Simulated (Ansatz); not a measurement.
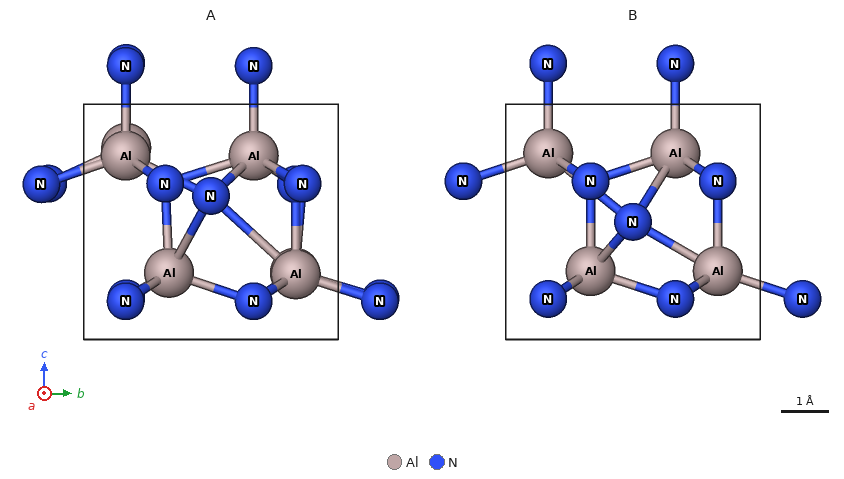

Two geometries of a defect cell of composition Al$_{8}$N$_{9}$ (coarse preliminary run), drawn at one scale. One is the start of a relaxation, the other its converged end. A ball-and-stick model of the cell of the calculation, reduced to other axes (origin shifted), seen along the a axis. Lengths and directions refer to the drawn axes.

All numbers below come from DFT PBE, scalar-relativistic, plane waves, PAW in Ansatz 0.2.0. Settings: plane-wave cutoff 420 eV; k-point mesh 1 × 1 × 1; occupations gaussian; smearing width 0.01 eV; collinear spin; atoms relaxed in a fixed cell; force threshold 0.025 eV/Å; at most 45 steps.

**Which of the two is the end point?**

Structure A is the relaxed one. Case: N interstitial, charge +0, atoms relaxed at the host's cell. An N atom moves most: 0.55 Å along +c. By element the largest moves are N 0.55 Å, Al 0.12 Å. The cell stays as it was. Near-neighbour distances that change, for instance: Al–N 2.090 → 2.425 Å, Al–N 2.323 → 2.013 Å, Al–N 1.915 → 1.811 Å, Al–N 1.902 → 1.982 Å. Among the angles between lasting bonds that change: Al–N–Al 84.7° → 103.1°, N–Al–N 128.9° → 115.3°, N–Al–N 122.9° → 135.8°. Over 6 geometry steps the energy falls by 1.400 eV per cell of the calculation. The largest force component goes from 2.5 to 0.0035 eV/Å. Cost: 4.8 s on 4 threads of Arm Neoverse V2 (shared host), peak memory 0.2 GiB.

Limits of the set-up: the k-point mesh is coarse for a cell with partly filled bands; the periodic images lie only 5.0 Å apart, so the values are limited by the cell's size.
